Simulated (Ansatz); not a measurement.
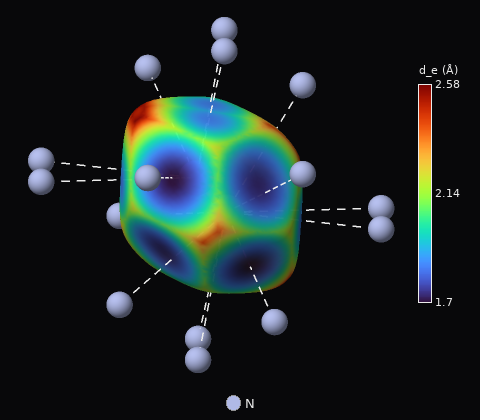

Hirshfeld surface computed for the N2 molecule in N (P4_2/mnm, No. 136), coloured by d_e. Dashed lines lead to the closest neighbours outside.

The surface is where the fragment's share of the procrystal density (the sum of the densities of spherically averaged neutral Hartree-Fock atoms) equals one half. d_i and d_e are the distances from the surface to the nearest nucleus inside and outside. Van der Waals radii (Alvarez): N 1.66 Å.

Source of the atomic positions: the input geometry of an electronic-structure calculation (not necessarily at equilibrium).

```yaml
crystal:
  lattice:
    - [4.08406, 0.00000, 0.00000]
    - [0.00000, 4.08406, 0.00000]
    - [0.00000, 0.00000, 5.34591]
  atoms:
    - { symbol: N, position: [0.90428, 0.90428, 0.00000] }
    - { symbol: N, position: [0.59572, 0.40428, 0.50000] }
    - { symbol: N, position: [0.09572, 0.09572, 0.00000] }
    - { symbol: N, position: [0.40428, 0.59572, 0.50000] }
```

### Which contact with the surroundings is the closest relative to the atoms' sizes?

N···N at 3.39 Å, 102 % of the sum of the van der Waals radii.

### How is the surface shared among contacts (both directions of a pair summed)?

N···N 100 %.

### Give the size and shape of the surface.

It encloses about 41.4 Å³, has an area of about 60 Å² and a globularity of 0.96 (1 for a sphere).
